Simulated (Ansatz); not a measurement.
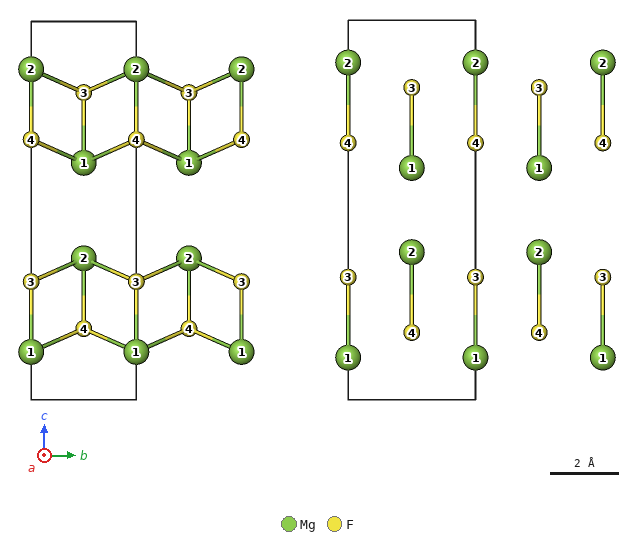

Two geometries of crystalline MgF (a generated structure, set up in I4/mmm) (coarse preliminary run), drawn at one scale. One is the start of a relaxation, the other its converged end. The picture is a ball-and-stick view of the conventional cell (2 times the calculation's cell), repeated 1 × 2 × 1 with one cell outlined, seen along the a axis. Lengths and directions refer to the drawn axes.

These are results of DFT PBEsol, scalar-relativistic, plane waves, PAW in Ansatz, not measurements. Set-up: plane-wave cutoff 420 eV; k-point mesh 8 × 8 × 8; occupations gaussian; smearing width 0.1 eV; no spin polarisation; cell and atoms relaxed; force threshold 0.05 eV/Å; at most 80 steps.

Q: Which one is relaxed?

A: The left one is the relaxed one. The largest moves relative to the cell, 0.17 Å, are those of Mg1 and Mg2. Mg1 goes along +c. Largest moves by element: Mg 0.17 Å, F 0.12 Å. The volume changes by −31.9 %, with a = b 3.799 → 3.139 Å (−17.4 %), c 11.315 → 11.283 Å (−0.3 %). Near-neighbour distances that change, for instance: Mg1–F4 2.788 → 2.326 Å, Mg1–Mg2 2.512 → 2.850 Å, Mg1–F3 2.399 → 2.096 Å. The space group stays I4/mmm (No. 139). Over 6 accepted moves (7 points after the start) the energy falls by 475 meV per atom. The largest force component goes from 2.9 to 0.029 eV/Å. Pressure: −8.26 GPa at the start and −0.40 GPa at the end. At 1 point the geometry stayed and the basis and grid were re-selected for the new cell (energy shift of 2.7 meV per atom at most each time).
